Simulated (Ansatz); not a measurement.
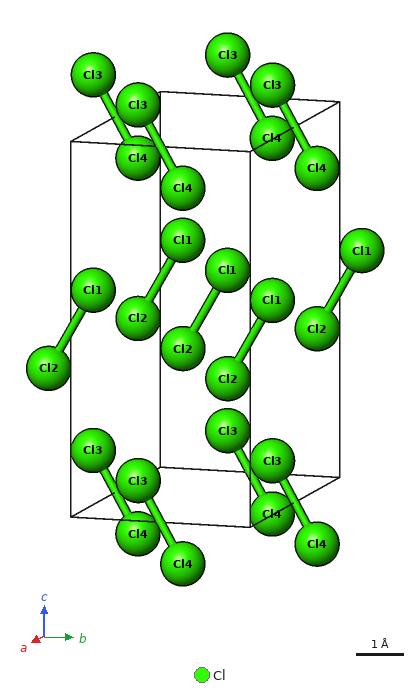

Reference structure: a crystal of Cl (built on the database structure type). The picture is a ball-and-stick view of the conventional cell (2 times the calculation's cell), seen slightly off an axis. Lengths and directions refer to the drawn axes.

Level of theory: Ansatz 0.2.0, DFT, r2SCAN, plane waves, PAW. (plane-wave cutoff 500 eV; k-point mesh 8 × 8 × 4; occupations fixed; no spin polarisation)

The variant: The cell is strained by +4.8 % along b and none across it (volume +4.8 %) and atoms are displaced by 0.01 Å relative to the cell: Cl2 0.01 Å along [0 1 1]. No relaxation follows.

**What does the calculation give for the changed structure?**

The energy falls by 3.9 meV per atom. Pressure: 0.8 GPa before, 0.2 GPa after. The principal stresses (compression positive) are 0.5 GPa along a, 0.1 GPa along b, none along the third axis. The largest forces, 0.043 eV/Å, act on Cl1, Cl2, Cl3 and Cl4. The band gap: 2.57 eV before, 2.74 eV after. The space group stays Cmce (No. 64).

The changed structure in the same view:

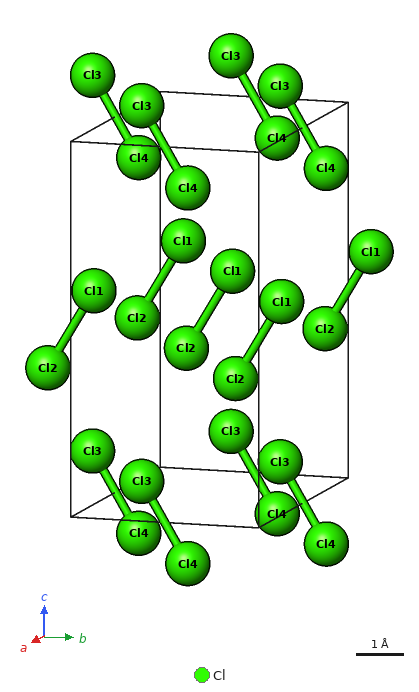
